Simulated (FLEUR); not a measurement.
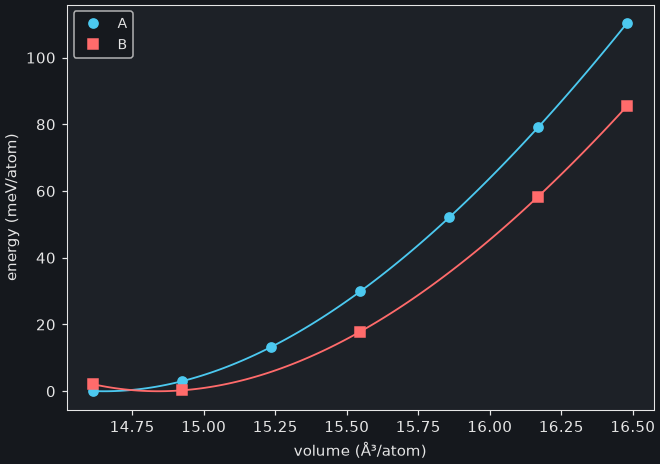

The figure compares two calculations of the energy against volume, each curve from its own zero. The first is for Pd, space group Im-3m (No. 229).

The cell holds 1 atom.

Calculation (FLEUR MaX-R8.1 (later development tree)): all-electron LAPW DFT, no spin polarisation; energies at scaled volumes of the given cell, shape and fractions fixed, counted from the fit's minimum, third-order Birch-Murnaghan fit. Level: PBEsol.

```
         setting                          value
          k mesh                       12×12×12
     occupations                    Fermi–Dirac
  smearing width                        0.05 eV
      potentials                   all electron
program settings  basis FLAPW, kmax 4.21 1/bohr
```

In the second, the level changes from PBEsol to SCAN.

Which of A and B is the second calculation, and what did the change do?

Answer. B. The equilibrium volume rises from 14.65 to 14.84 Å³/atom (+1.3 %) and the bulk modulus falls from 199 to 187 GPa (−6.0 %).

For PBEsol, limits of the calculation: the fit and the printed pressures don't fully agree, or the minimum lies near the end of the range.

V0 and the bulk modulus come from third-order Birch–Murnaghan fits.
